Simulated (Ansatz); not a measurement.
# Thickness series of a Mo/SiC/W junction, part 5 of 6

Wanted: T(E), the conductance and its decay constant for Mo/SiC/W. The lower electrode is Mo bcc(001), the upper one W bcc(001); the barrier is SiC zinc blende(001) (Si and Si faces). In the first transport cell, after relaxation, the nearest pair of electrode and barrier is Mo–Si at 2.64 Å, at a slant, at the lower face and W–Si at 2.62 Å, at a slant, at the upper one. All share a net of side 3.15 Å, which strains the lower electrode by +0.0 %, the upper one by -0.6 % and the barrier by +1.7 %, against typed lattice constants near PBE's. The first steps treat the bulk electrodes alone.

Ansatz 0.2.0; PBE DFT, plane waves, PAW files (the session's first sound run).

So far, transmission at the Fermi level (a spin, zone mean): step 5 (transmission over a wide range of energy) 0.00368; step 6 (27 atoms, atomic planes in the barrier 5, gap between the …) 0.0479; step 7 (29 atoms, atomic planes in the barrier 7, gap between the …) 0.0104. Also channels of the lower lead: step 5 1.62.

## 9. Conductance, atomic planes in the barrier 11, gap between the electrodes 15.07 Å

Level of this step: PBE DFT, plane waves, PAW files; ballistic transmission by layer matching between semi-infinite leads (Ansatz).

System of this step: Mo/SiC/W. The cell holds 33 atoms: 11 Mo, 6 Si, 5 C and 11 W. Cell: a = 3.150 Å, b = 3.150 Å, c = 60.714 Å, α = 90.0°, β = 90.0°, γ = 90.0°. Regions: left electrode, 11 atoms (11 Mo); barrier, 11 atoms (6 Si and 5 C); right electrode, 11 atoms (11 W). Vacuum lies along c.

Barrier layers are added or taken out in the middle, and the relaxed faces stay.

Contents of input.yaml:

```yaml
crystal:
  lattice:
    - [3.15, 0.0, 0.0]
    - [0.0, 3.15, 0.0]
    - [0.0, 0.0, 60.7140939349]
  atoms:
    - { symbol: Mo, position: [0.0, 0.0, 0.1152944818] }
    - { symbol: Mo, position: [0.5, 0.5, 0.1413775084] }
    - { symbol: Mo, position: [0.0, 0.0, 0.1674605349] }
    - { symbol: Mo, position: [0.5, 0.5, 0.1935435614] }
    - { symbol: Mo, position: [0.0, 0.0, 0.219626588] }
    - { symbol: Mo, position: [0.5, 0.5, 0.2457096145] }
    - { symbol: Mo, position: [0.0, 0.0, 0.271792641] }
    - { symbol: Mo, position: [0.5, 0.5, 0.2978756676] }
    - { symbol: Mo, position: [0.0, 0.0, 0.3239586941] }
    - { symbol: Mo, position: [0.5, 0.5, 0.3500417206] }
    - { symbol: Mo, position: [0.0, 0.0, 0.3740158901] }
    - { symbol: Si, position: [0.5, 0.0, 0.4088509154] }
    - { symbol: C, position: [0.0, 0.0, 0.4271409193] }
    - { symbol: Si, position: [0.0, 0.5, 0.4450441103] }
    - { symbol: C, position: [0.5, 0.5, 0.4625752897] }
    - { symbol: Si, position: [0.5, 0.0, 0.4806856747] }
    - { symbol: C, position: [0.0, 0.0, 0.4982163247] }
    - { symbol: Si, position: [0.0, 0.5, 0.5163267098] }
    - { symbol: C, position: [0.5, 0.5, 0.5338573598] }
    - { symbol: Si, position: [0.5, 0.0, 0.5519611771] }
    - { symbol: C, position: [0.0, 0.0, 0.5694138096] }
    - { symbol: Si, position: [0.0, 0.5, 0.5877712823] }
    - { symbol: W, position: [0.5, 0.5, 0.6223101944] }
    - { symbol: W, position: [0.0, 0.0, 0.6468313655] }
    - { symbol: W, position: [0.5, 0.5, 0.6732618269] }
    - { symbol: W, position: [0.0, 0.0, 0.6996922883] }
    - { symbol: W, position: [0.5, 0.5, 0.7261227497] }
    - { symbol: W, position: [0.0, 0.0, 0.7525532111] }
    - { symbol: W, position: [0.5, 0.5, 0.7789836725] }
    - { symbol: W, position: [0.0, 0.0, 0.805414134] }
    - { symbol: W, position: [0.5, 0.5, 0.8318445954] }
    - { symbol: W, position: [0.0, 0.0, 0.8582750568] }
    - { symbol: W, position: [0.5, 0.5, 0.8847055182] }
kpoints:
  mp_grid: { grid: [8, 8, 1] }
scf:
  occupations: { method: fermi_dirac, width: 0.1 }
  max_iter: 150
hamiltonian:
  xc: pbe
output:
  transmission:
    kmesh: [26, 26]
    e_range: [-0.26, 0.27]
    de: 0.0375
    leads: [[4, 5], [27, 28]]
```

Launch:

```
$ ansatz run input.yaml --threads 4 --pin off --max-ram 12288MiB --backend cpu --events-out ev --progress --plain --runs-dir out
```

Numbers of over 12 decimals in the logs are rounded to 6 here.

What it wrote:

```text
[...]
Crystal: 33 atoms, lattice volume = 602.436 Å³
Basis set: ecut = 420 eV, 11867 PW (Γ)
Bands: 212, of which v1, the nominal top of the filled ones, is band 176 counted from 1 (175 counted from 0)
Symmetry: 4 space group operations
[...]
k-points: 25 of 64
[...]
channels       : 1.600592e0 a spin
[...]
slowest decay  : 0.0157 /Å at (0.1923, 0.2308)
[...]
filled         : 39.1 meV under the level at which it is neutral
    channels       : 1.198225e0 a spin
[...]
slowest decay  : 0.0336 /Å at (0.4231, 0.4231)
  junction   : crystal 0 to crystal 1, 14.82 to 45.59 Å
    transmission   : 6.972447e-4 a spin
[...]
resistance     : 1.5730e0 Ω µm² beyond half of each lead's own
[key lines of the parts left out:]
SCF converged after 11 iterations
Free energy (F): -173813.222052 eV
Fermi energy:    13.640970 eV
```

It took 11 min on 4 threads of Arm Neoverse V1, shared host; peak memory 4 GiB; 34 min of CPU time.

G = 6.4e11 S/m² (1/G = 1.57 Ω µm²), 0.20 times the step before of this kind. The largest error estimate is 137 %, from the leads' potential steps. In the worse lead the potential repeats within 61 meV, which the program flags as too much for a lead, so G carries that doubt.

## 10. Conductance on a fine mesh, atomic planes in the barrier 13, gap between the electrodes 17.24 Å

System of this step: Mo/SiC/W. The cell holds 35 atoms: 11 Mo, 7 Si, 6 C and 11 W. Cell: a = 3.150 Å, b = 3.150 Å, c = 62.878 Å, α = 90.0°, β = 90.0°, γ = 90.0°. Regions: left electrode, 11 atoms (11 Mo); barrier, 13 atoms (7 Si and 6 C); right electrode, 11 atoms (11 W). Vacuum lies along c.

Barrier layers are added or taken out in the middle, and the relaxed faces stay.

Contents of input.yaml:

```yaml
crystal:
  lattice:
    - [3.15, 0.0, 0.0]
    - [0.0, 3.15, 0.0]
    - [0.0, 0.0, 62.878007083]
  atoms:
    - { symbol: Mo, position: [0.0, 0.0, 0.1113266836] }
    - { symbol: Mo, position: [0.5, 0.5, 0.1365120767] }
    - { symbol: Mo, position: [0.0, 0.0, 0.1616974697] }
    - { symbol: Mo, position: [0.5, 0.5, 0.1868828628] }
    - { symbol: Mo, position: [0.0, 0.0, 0.2120682558] }
    - { symbol: Mo, position: [0.5, 0.5, 0.2372536489] }
    - { symbol: Mo, position: [0.0, 0.0, 0.2624390419] }
    - { symbol: Mo, position: [0.5, 0.5, 0.287624435] }
    - { symbol: Mo, position: [0.0, 0.0, 0.312809828] }
    - { symbol: Mo, position: [0.5, 0.5, 0.3379952211] }
    - { symbol: Mo, position: [0.0, 0.0, 0.3611443323] }
    - { symbol: Si, position: [0.5, 0.0, 0.3947805287] }
    - { symbol: C, position: [0.0, 0.0, 0.4124410919] }
    - { symbol: Si, position: [0.0, 0.5, 0.4297281541] }
    - { symbol: C, position: [0.5, 0.5, 0.4466560073] }
    - { symbol: Si, position: [0.5, 0.0, 0.4641431331] }
    - { symbol: C, position: [0.0, 0.0, 0.4810704751] }
    - { symbol: Si, position: [0.0, 0.5, 0.4985576009] }
    - { symbol: C, position: [0.5, 0.5, 0.5154849429] }
    - { symbol: Si, position: [0.5, 0.0, 0.5329720686] }
    - { symbol: C, position: [0.0, 0.0, 0.5498994106] }
    - { symbol: Si, position: [0.0, 0.5, 0.5673801948] }
    - { symbol: C, position: [0.5, 0.5, 0.5842322042] }
    - { symbol: Si, position: [0.5, 0.0, 0.6019579142] }
    - { symbol: W, position: [0.0, 0.0, 0.635308188] }
    - { symbol: W, position: [0.5, 0.5, 0.6589854761] }
    - { symbol: W, position: [0.0, 0.0, 0.6845063472] }
    - { symbol: W, position: [0.5, 0.5, 0.7100272184] }
    - { symbol: W, position: [0.0, 0.0, 0.7355480895] }
    - { symbol: W, position: [0.5, 0.5, 0.7610689607] }
    - { symbol: W, position: [0.0, 0.0, 0.7865898318] }
    - { symbol: W, position: [0.5, 0.5, 0.812110703] }
    - { symbol: W, position: [0.0, 0.0, 0.8376315741] }
    - { symbol: W, position: [0.5, 0.5, 0.8631524453] }
    - { symbol: W, position: [0.0, 0.0, 0.8886733164] }
kpoints:
  mp_grid: { grid: [8, 8, 1] }
scf:
  occupations: { method: fermi_dirac, width: 0.1 }
  max_iter: 150
hamiltonian:
  xc: pbe
output:
  transmission:
    kmesh: [26, 26]
    e_range: [-0.26, 0.27]
    de: 0.0375
    leads: [[4, 5], [29, 30]]
```

What it wrote:

```text
[...]
Crystal: 35 atoms, lattice volume = 623.907 Å³
Basis set: ecut = 420 eV, 12307 PW (Γ)
Bands: 216, of which v1, the nominal top of the filled ones, is band 180 counted from 1 (179 counted from 0)
Symmetry: 4 space group operations
[...]
k-points: 25 of 64
[...]
channels       : 1.600592e0 a spin
[...]
slowest decay  : 0.0157 /Å at (0.1923, 0.2308)
[...]
filled         : 39.1 meV under the level at which it is neutral
    channels       : 1.198225e0 a spin
[...]
slowest decay  : 0.0335 /Å at (0.4231, 0.4231)
  junction   : crystal 0 to crystal 1, 14.82 to 47.75 Å
    transmission   : 2.270509e-4 a spin
[...]
resistance     : 5.0839e0 Ω µm² beyond half of each lead's own
[key lines of the parts left out:]
SCF converged after 11 iterations
Free energy (F): -174700.359642 eV
Fermi energy:    13.510073 eV
```

Elapsed: 12 min, on 4 threads; peak memory 4.2 GiB.

G = 2.0e11 S/m² (1/G = 5.08 Ω µm²), 0.31 times the step before of this kind. The largest error estimate is 67 %, from the leads' potential steps. In the worse lead the potential repeats within 61 meV, which the program flags as too much for a lead, so G carries that doubt.

## 11. Conductance, atomic planes in the barrier 15, gap between the electrodes 19.4 Å

System of this step: Mo/SiC/W. The cell holds 37 atoms: 11 Mo, 8 Si, 7 C and 11 W. Cell: a = 3.150 Å, b = 3.150 Å, c = 65.042 Å, α = 90.0°, β = 90.0°, γ = 90.0°. Regions: left electrode, 11 atoms (11 Mo); barrier, 15 atoms (8 Si and 7 C); right electrode, 11 atoms (11 W). Vacuum lies along c.

Barrier layers are added or taken out in the middle, and the relaxed faces stay.

Contents of input.yaml:

```yaml
crystal:
  lattice:
    - [3.15, 0.0, 0.0]
    - [0.0, 3.15, 0.0]
    - [0.0, 0.0, 65.0419202311]
  atoms:
    - { symbol: Mo, position: [0.0, 0.0, 0.1076228988] }
    - { symbol: Mo, position: [0.5, 0.5, 0.1319703861] }
    - { symbol: Mo, position: [0.0, 0.0, 0.1563178733] }
    - { symbol: Mo, position: [0.5, 0.5, 0.1806653605] }
    - { symbol: Mo, position: [0.0, 0.0, 0.2050128478] }
    - { symbol: Mo, position: [0.5, 0.5, 0.229360335] }
    - { symbol: Mo, position: [0.0, 0.0, 0.2537078223] }
    - { symbol: Mo, position: [0.5, 0.5, 0.2780553095] }
    - { symbol: Mo, position: [0.0, 0.0, 0.3024027967] }
    - { symbol: Mo, position: [0.5, 0.5, 0.326750284] }
    - { symbol: Mo, position: [0.0, 0.0, 0.3491292355] }
    - { symbol: Si, position: [0.5, 0.0, 0.381646372] }
    - { symbol: C, position: [0.0, 0.0, 0.3987193768] }
    - { symbol: Si, position: [0.0, 0.5, 0.4154313068] }
    - { symbol: C, position: [0.5, 0.5, 0.4317959785] }
    - { symbol: Si, position: [0.5, 0.0, 0.4487013161] }
    - { symbol: C, position: [0.0, 0.0, 0.4650654936] }
    - { symbol: Si, position: [0.0, 0.5, 0.4819708312] }
    - { symbol: C, position: [0.5, 0.5, 0.4983350088] }
    - { symbol: Si, position: [0.5, 0.0, 0.5152403463] }
    - { symbol: C, position: [0.0, 0.0, 0.5316045239] }
    - { symbol: Si, position: [0.0, 0.5, 0.5485098614] }
    - { symbol: C, position: [0.5, 0.5, 0.564874039] }
    - { symbol: Si, position: [0.5, 0.0, 0.5817732459] }
    - { symbol: C, position: [0.0, 0.0, 0.5980645972] }
    - { symbol: Si, position: [0.0, 0.5, 0.6152005814] }
    - { symbol: W, position: [0.5, 0.5, 0.6474413077] }
    - { symbol: W, position: [0.0, 0.0, 0.670330864] }
    - { symbol: W, position: [0.5, 0.5, 0.6950026681] }
    - { symbol: W, position: [0.0, 0.0, 0.7196744722] }
    - { symbol: W, position: [0.5, 0.5, 0.7443462764] }
    - { symbol: W, position: [0.0, 0.0, 0.7690180805] }
    - { symbol: W, position: [0.5, 0.5, 0.7936898846] }
    - { symbol: W, position: [0.0, 0.0, 0.8183616888] }
    - { symbol: W, position: [0.5, 0.5, 0.8430334929] }
    - { symbol: W, position: [0.0, 0.0, 0.867705297] }
    - { symbol: W, position: [0.5, 0.5, 0.8923771012] }
kpoints:
  mp_grid: { grid: [8, 8, 1] }
scf:
  occupations: { method: fermi_dirac, width: 0.1 }
  max_iter: 150
hamiltonian:
  xc: pbe
output:
  transmission:
    kmesh: [26, 26]
    e_range: [-0.26, 0.27]
    de: 0.0375
    leads: [[4, 5], [31, 32]]
```

What it wrote:

```text
[...]
Crystal: 37 atoms, lattice volume = 645.378 Å³
Basis set: ecut = 420 eV, 12697 PW (Γ)
Bands: 221, of which v1, the nominal top of the filled ones, is band 184 counted from 1 (183 counted from 0)
Symmetry: 4 space group operations
[...]
k-points: 25 of 64
[...]
channels       : 1.600592e0 a spin
[...]
slowest decay  : 0.0157 /Å at (0.1923, 0.2308)
[...]
filled         : 39.1 meV under the level at which it is neutral
    channels       : 1.198225e0 a spin
[...]
slowest decay  : 0.0337 /Å at (0.4231, 0.4231)
  junction   : crystal 0 to crystal 1, 14.82 to 49.91 Å
    transmission   : 5.516144e-5 a spin
[...]
resistance     : 2.1309e1 Ω µm² beyond half of each lead's own
[key lines of the parts left out:]
SCF converged after 12 iterations
Free energy (F): -175587.498722 eV
Fermi energy:    13.387893 eV
```

It took 13 min on 4 threads; peak memory 4.4 GiB; 39 min of CPU time.

G = 4.7e10 S/m² (1/G = 21.3 Ω µm²), 0.24 times the step before of this kind. The largest error estimate is 68 %, from the leads' potential steps. In the worse lead the potential repeats within 61 meV, which the program flags as too much for a lead, so G carries that doubt.

## 12. Conductance, atomic planes in the barrier 19, gap between the electrodes 23.73 Å

System of this step: Mo/SiC/W. The cell holds 41 atoms: 11 Mo, 10 Si, 9 C and 11 W. Cell: a = 3.150 Å, b = 3.150 Å, c = 69.370 Å, α = 90.0°, β = 90.0°, γ = 90.0°. Regions: left electrode, 11 atoms (11 Mo); barrier, 19 atoms (10 Si and 9 C); right electrode, 11 atoms (11 W). Vacuum lies along c.

Barrier layers are added or taken out in the middle, and the relaxed faces stay.

Contents of input.yaml:

```yaml
crystal:
  lattice:
    - [3.15, 0.0, 0.0]
    - [0.0, 3.15, 0.0]
    - [0.0, 0.0, 69.3697465274]
  atoms:
    - { symbol: Mo, position: [0.0, 0.0, 0.1009085423] }
    - { symbol: Mo, position: [0.5, 0.5, 0.1237370432] }
    - { symbol: Mo, position: [0.0, 0.0, 0.1465655441] }
    - { symbol: Mo, position: [0.5, 0.5, 0.1693940451] }
    - { symbol: Mo, position: [0.0, 0.0, 0.192222546] }
    - { symbol: Mo, position: [0.5, 0.5, 0.2150510469] }
    - { symbol: Mo, position: [0.0, 0.0, 0.2378795478] }
    - { symbol: Mo, position: [0.5, 0.5, 0.2607080488] }
    - { symbol: Mo, position: [0.0, 0.0, 0.2835365497] }
    - { symbol: Mo, position: [0.5, 0.5, 0.3063650506] }
    - { symbol: Mo, position: [0.0, 0.0, 0.3273478284] }
    - { symbol: Si, position: [0.5, 0.0, 0.3578362921] }
    - { symbol: C, position: [0.0, 0.0, 0.3738441496] }
    - { symbol: Si, position: [0.0, 0.5, 0.3895134589] }
    - { symbol: C, position: [0.5, 0.5, 0.4048571747] }
    - { symbol: Si, position: [0.5, 0.0, 0.4207078254] }
    - { symbol: C, position: [0.0, 0.0, 0.4360510778] }
    - { symbol: Si, position: [0.0, 0.5, 0.4519017284] }
    - { symbol: C, position: [0.5, 0.5, 0.4672449808] }
    - { symbol: Si, position: [0.5, 0.0, 0.4830956315] }
    - { symbol: C, position: [0.0, 0.0, 0.4984388839] }
    - { symbol: Si, position: [0.0, 0.5, 0.5142895346] }
    - { symbol: C, position: [0.5, 0.5, 0.529632787] }
    - { symbol: Si, position: [0.5, 0.0, 0.5454834376] }
    - { symbol: C, position: [0.0, 0.0, 0.56082669] }
    - { symbol: Si, position: [0.0, 0.5, 0.5766773407] }
    - { symbol: C, position: [0.5, 0.5, 0.5920205931] }
    - { symbol: Si, position: [0.5, 0.0, 0.6078654956] }
    - { symbol: C, position: [0.0, 0.0, 0.6231404652] }
    - { symbol: Si, position: [0.0, 0.5, 0.6392073729] }
    - { symbol: W, position: [0.5, 0.5, 0.6694366711] }
    - { symbol: W, position: [0.0, 0.0, 0.6908981981] }
    - { symbol: W, position: [0.5, 0.5, 0.7140307825] }
    - { symbol: W, position: [0.0, 0.0, 0.7371633669] }
    - { symbol: W, position: [0.5, 0.5, 0.7602959513] }
    - { symbol: W, position: [0.0, 0.0, 0.7834285357] }
    - { symbol: W, position: [0.5, 0.5, 0.8065611201] }
    - { symbol: W, position: [0.0, 0.0, 0.8296937045] }
    - { symbol: W, position: [0.5, 0.5, 0.8528262889] }
    - { symbol: W, position: [0.0, 0.0, 0.8759588733] }
    - { symbol: W, position: [0.5, 0.5, 0.8990914577] }
kpoints:
  mp_grid: { grid: [8, 8, 1] }
scf:
  occupations: { method: fermi_dirac, width: 0.1 }
  max_iter: 150
hamiltonian:
  xc: pbe
output:
  transmission:
    kmesh: [26, 26]
    e_range: [-0.26, 0.27]
    de: 0.0375
    leads: [[4, 5], [35, 36]]
```

What it wrote:

```text
[...]
Crystal: 41 atoms, lattice volume = 688.321 Å³
Basis set: ecut = 420 eV, 13567 PW (Γ)
Bands: 233, of which v1, the nominal top of the filled ones, is band 192 counted from 1 (191 counted from 0)
Symmetry: 4 space group operations
[...]
k-points: 25 of 64
[...]
channels       : 1.600592e0 a spin
[...]
slowest decay  : 0.0157 /Å at (0.1923, 0.2308)
[...]
filled         : 39.2 meV under the level at which it is neutral
    channels       : 1.198225e0 a spin
[...]
slowest decay  : 0.0336 /Å at (0.4231, 0.4231)
  junction   : crystal 0 to crystal 1, 14.82 to 54.24 Å
    transmission   : 4.186750e-6 a spin
[...]
resistance     : 2.6999e2 Ω µm² beyond half of each lead's own
[key lines of the parts left out:]
SCF converged after 13 iterations
Free energy (F): -177361.778341 eV
Fermi energy:    13.166450 eV
```

Wall time 16 min (4 threads); peak memory 4.9 GiB.

One spin. Transmission, zone mean against energy, zero at the Fermi level:

| energy (eV) | transmission, zone mean |
| --- | --- |
| -0.260 | 3.6e-5 |
| -0.223 | 3.6e-5 |
| -0.185 | 3.7e-5 |
| -0.147 | 4.6e-5 |
| -0.110 | 1.2e-5 |
| -0.072 | 6.0e-6 |
| -0.035 | 4.7e-6 |
| 0.003 | 4.2e-6 |
| 0.040 | 3.9e-6 |
| 0.077 | 3.9e-6 |
| 0.115 | 3.1e-6 |
| 0.152 | 2.9e-6 |
| 0.190 | 2.9e-6 |
| 0.228 | 2.8e-6 |
| 0.265 | 2.2e-6 |

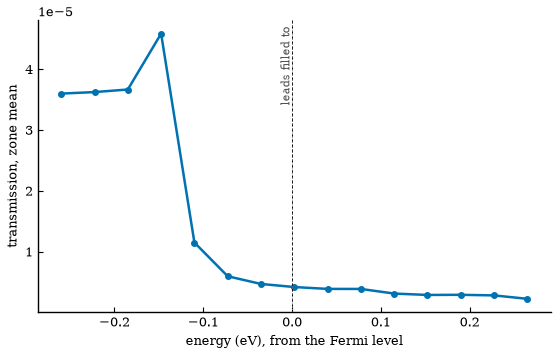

Transmission, zone mean, plotted against energy.

G = 3.7e9 S/m² (1/G = 270 Ω µm²), 0.079 times the step before of this kind. The largest error estimate is 128 %, from the leads' potential steps. In the worse lead the potential repeats within 61 meV, which the program flags as too much for a lead, so G carries that doubt.

[end of part 5 of 6]

[Logs are printed without paths, hosts, clocks, repeated set-up lines and the standing remarks that a program may print on its own settings, such as how far it seeks lower states.]

[Hosts, paths, dates, database ids (printed as entryN), source tags and the programs' standing remarks are cut or masked in the printed files.]
